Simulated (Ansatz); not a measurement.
**Ni: a single-point calculation**

Aim: a converged single point of Ni at the given geometry. We look at Ni: the measured crystal structure (space group Fm-3m), with 1 atom per cell. Source: COD entry 9013003; the sample's temperature and pressure aren't taken into account.

Method: DFT PBE, PAW, plane waves, scalar-relativistic, in Ansatz 0.2.0.

6 further runs of the same task are left out: 4 that didn't finish, 2 set aside as unsound or not needed.

## Step 1: Starting point

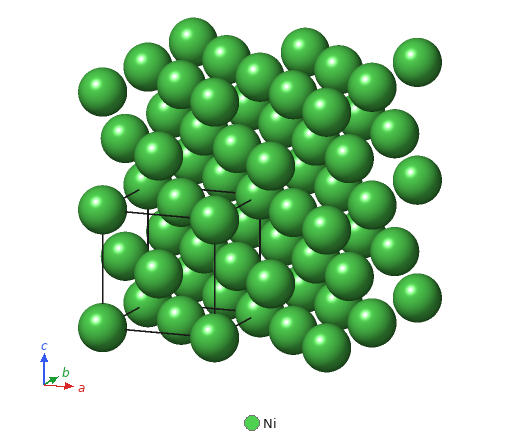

Start, viewed slightly off an axis; nickel green. 2×2×2 cells are drawn. Atoms on the faces are drawn again on the opposite ones. The cell drawn here is the conventional one.

Structure file:

```
CELL_PARAMETERS angstrom
0.00000 1.77405 1.77405
1.77405 0.00000 1.77405
1.77405 1.77405 0.00000
ATOMIC_POSITIONS crystal
Ni 0.00000 0.00000 0.00000
```

In tables a label like Ni1 counts atoms in the order of input.yaml; a structure file may count by element.

The search for lower states is off throughout, and inputs that name a mixer don't switch to direct minimisation unless they say so. Spin is collinear, with starting moments Ni1 2.00 μB. β is the mixing step of the charge; the magnetisation has a step of its own, which the program sets unless it is named.

## Step 2: The run

The input, input.yaml:

```yaml
crystal:
  lattice:
    - [0.0, 1.77405, 1.77405]
    - [1.77405, 0.0, 1.77405]
    - [1.77405, 1.77405, 0.0]
  atoms:
    - { symbol: Ni, position: [0.0, 0.0, 0.0], spin: 2.0 }
magnetization:
  spin_polarized: true
hamiltonian:
  xc: pbe
  pseudopotentials: { kind: paw }
basis:
  ecutwfc: 420
kpoints:
  mp_grid: { grid: [12, 12, 12] }
scf:
  occupations: { method: fixed }
  lower_state_search: "off"
  max_iter: 50
output:
  forces: true
  stress: true
```

Command:

```sh
$ ansatz run input.yaml --threads 2 --pin off --max-ram 5120MiB --backend cpu --events-out ev --progress --plain --runs-dir out
```

Log:

```text
Error: inconsistent input (scf.occupations.method, magnetization): a σ = 0 step fill (method: fixed, or a smearing width below the step floor) with no hard lock on the total moment puts the same N_el/2 bands in each spin channel, which gives a total moment of zero, but the starting moments sum to +2.0000 μB; make the starting moments (crystal.atoms[].spin / magnetization.per_species / magnetization.initial_magnetization) sum to zero, or set magnetization.spin_locking.lock_magnetization: hard with an even integer magnetization.initial_magnetization, or use a smearing method with a finite width, such as fermi_dirac
```

Run time: 0.06 s. Hardware: 2 threads of Arm Neoverse V1, shared host; peak memory 0.07 GiB.

## Step 3: Diagnosis

The input was refused before the first iteration. Its message: inconsistent input (scf.occupations.method, magnetization): a σ = 0 step fill (method: fixed, or a smearing width below the step floor) with no hard lock on the total moment puts the same N_el/2 bands in each spin channel, which gives a total moment of zero, but the starting moments sum to +2.0000 μB; [...]

Changes to try, each on the first input: Fermi–Dirac smearing of 0.1 eV; back to the default settings.

## Step 4: Fermi–Dirac smearing of 0.1 eV

Changes to input.yaml since step 2:

```diff
@@ -17,3 +17,3 @@
 scf:
-  occupations: { method: fixed }
+  occupations: { method: fermi_dirac, width: 0.1 }
   lower_state_search: "off"
```

Command:

```sh
$ ansatz run input.yaml --threads 2 --pin off --max-ram 5120MiB --backend cpu --events-out ev --progress --plain --runs-dir out
```

Log (excerpt; [...] marks lines left out):

```text
[...]
Pseudopotentials: kind: paw
Pseudopotential: Ni, paw, valence charge 18, recommended cutoff 420 eV (normal), Ni.paw.azcp
Functional definition: PBE
[...]
Crystal: 1 atoms, lattice volume = 11.167 Å³
Basis set: ecut = 420 eV, 229 PW (Γ), exchange–correlation on 36×36×36 points (8 copies of the dense FFT grid, shifted against one another)
Bands: 14, of which v1, the nominal top of the filled ones, is band 9 counted from 1 (8 counted from 0)
Symmetry: 48 space group operations
Space group: Fm-3m (ITA 225), of the structure as read, at distance tolerance 2.2e-5 Å
Magnetic group: BNS 225.116 (UNI 1618), of the structure as read, at distance tolerance 2.2e-5 Å
k-points: 72 of 1728
[...]
Starting moments: Σ|m| = 2 μB on 1 of 1 site
[...]
SCF iter  10: F=-5839.744581 eV  HF=-5839.744581 eV  |F-HF|=7.91e-11  |Δ(HF+E_count)|=   2.70e-9  Δρ=4.27e-6 (↑4.27e-6 ↓2.38e-6)  dr2=2.59e-10  dr2_m=1.12e-9  M=0.659 μB ∫|m|=0.753 μB  ethr=1.12e-12  ⟨swp⟩=1.1  Hψ=5862  notcnv=0
[...]
SCF converged after 10 iterations
Magnetization: 0.6592 μB (9.3296 up, 8.6704 down)
Absolute magnetization: 0.7536 μB (∫|ρ↑−ρ↓|, with the PAW one-centre terms)
Spin contamination: 0.0076 ħ² per cell (⟨S²⟩ above its minimum at these occupations)
Per-site moments (μB) at R_I (Å): [(0.6991510764744923, 1.0349152977602956)]
Free energy (F): -5839.744581 eV
[...]
E sigma→0 (E₀):  -5839.717342 eV
Entropy (-TS):   -0.054478 eV (-54.478 meV/atom)
Fermi energy:    17.588270 eV
[...]
--- Forces (eV/Å), atoms counted from 1 ---
  atom   1  Ni    -0.00000000    -0.00000000    -0.00000000
[...]
--- Stress (GPa, compression-positive) ---
       -4.158179      -0.000000      -0.000000
        0.000000      -4.158179      -0.000000
       -0.000000      -0.000000      -4.158179
  P = ⅓ Tr σ = -4.1582 GPa (-41.582 kbar)
```

Run time: 1.4 s. Hardware: 2 threads of Arm Neoverse V1, shared host; peak memory 0.25 GiB.

Converged in 10 iterations, ferromagnetic, site moments Ni1 0.70 μB, total 0.66 μB per cell, no gap on the k-mesh.

## Step 5: Back to the default settings

Changes to input.yaml since step 2:

```diff
@@ -17,5 +17,4 @@
 scf:
-  occupations: { method: fixed }
+  occupations: { method: gaussian, width: 0.05 }
   lower_state_search: "off"
-  max_iter: 50
 output:
```

Command:

```sh
$ ansatz run input.yaml --threads 2 --pin off --max-ram 5120MiB --backend cpu --events-out ev --progress --plain --runs-dir out
```

Its history (converged in 12 iterations):

```json
{"iteration": "1", "Harris–Foulkes energy + 5840 (eV)": "0.5563", "largest residual (eV)": "1.33e+00", "M (μB)": "0.98", "∫|m| (μB)": "1.08"}
{"iteration": "2", "Harris–Foulkes energy + 5840 (eV)": "0.4503", "largest residual (eV)": "9.96e-01", "M (μB)": "0.84", "∫|m| (μB)": "0.97"}
{"iteration": "3", "Harris–Foulkes energy + 5840 (eV)": "0.2700", "largest residual (eV)": "6.00e-02", "M (μB)": "0.72", "∫|m| (μB)": "0.84"}
{"iteration": "4", "Harris–Foulkes energy + 5840 (eV)": "0.2955", "largest residual (eV)": "2.33e-02", "M (μB)": "0.58", "∫|m| (μB)": "0.70"}
{"iteration": "5", "Harris–Foulkes energy + 5840 (eV)": "0.2852", "largest residual (eV)": "1.53e-02", "M (μB)": "0.68", "∫|m| (μB)": "0.78"}
{"iteration": "6", "Harris–Foulkes energy + 5840 (eV)": "0.2816", "largest residual (eV)": "8.93e-05", "M (μB)": "0.70", "∫|m| (μB)": "0.81"}
{"iteration": "7", "Harris–Foulkes energy + 5840 (eV)": "0.2815", "largest residual (eV)": "9.40e-06", "M (μB)": "0.70", "∫|m| (μB)": "0.80"}
{"iteration": "8", "Harris–Foulkes energy + 5840 (eV)": "0.2815", "largest residual (eV)": "4.01e-06", "M (μB)": "0.70", "∫|m| (μB)": "0.80"}
{"iteration": "9", "Harris–Foulkes energy + 5840 (eV)": "0.2815", "largest residual (eV)": "2.80e-06", "M (μB)": "0.70", "∫|m| (μB)": "0.80"}
{"iteration": "10", "Harris–Foulkes energy + 5840 (eV)": "0.2815", "largest residual (eV)": "1.23e-06", "M (μB)": "0.70", "∫|m| (μB)": "0.80"}
{"iteration": "11", "Harris–Foulkes energy + 5840 (eV)": "0.2815", "largest residual (eV)": "1.45e-07", "M (μB)": "0.70", "∫|m| (μB)": "0.80"}
{"iteration": "12", "Harris–Foulkes energy + 5840 (eV)": "0.2815", "largest residual (eV)": "9.60e-10", "M (μB)": "0.70", "∫|m| (μB)": "0.80"}
```

Wall time 1.5 s (2 threads of Arm Neoverse V1, shared host); peak memory 0.25 GiB.

The run closes after 12 iterations, ferromagnetic, site moments Ni1 0.74 μB, total 0.70 μB per cell, no gap on the k-mesh. Against step 4: free energy shifted by +26.1 meV/atom, zero-width estimate shifted by -0.2 meV/atom, pressure -4.3 GPa against -4.2.

## Step 6: The histories together

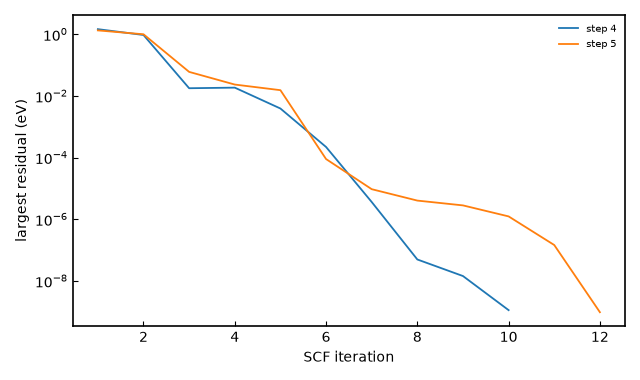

Residual along the iterations.

## Step 7: Results

```
                              quantity                                                                                  value
                             first try                                                                          input refused
step 4: Fermi–Dirac smearing of 0.1 eV                                                             converged in 10 iterations
          step 5: the default settings                                                             converged in 12 iterations
               state reached in step 5  ferromagnetic, site moments Ni1 0.74 μB, total 0.70 μB per cell, no gap on the k-mesh
                   largest force there                                                                             0.000 eV/Å
```

What this shows: The run converges under 2 of the 2 changes tried; with “the default settings” it takes 12 iterations. After “Fermi–Dirac smearing of 0.1 eV” the occupations, cutoff or mesh differ from the default run's, and the free energy lies 26.1 meV/atom lower.
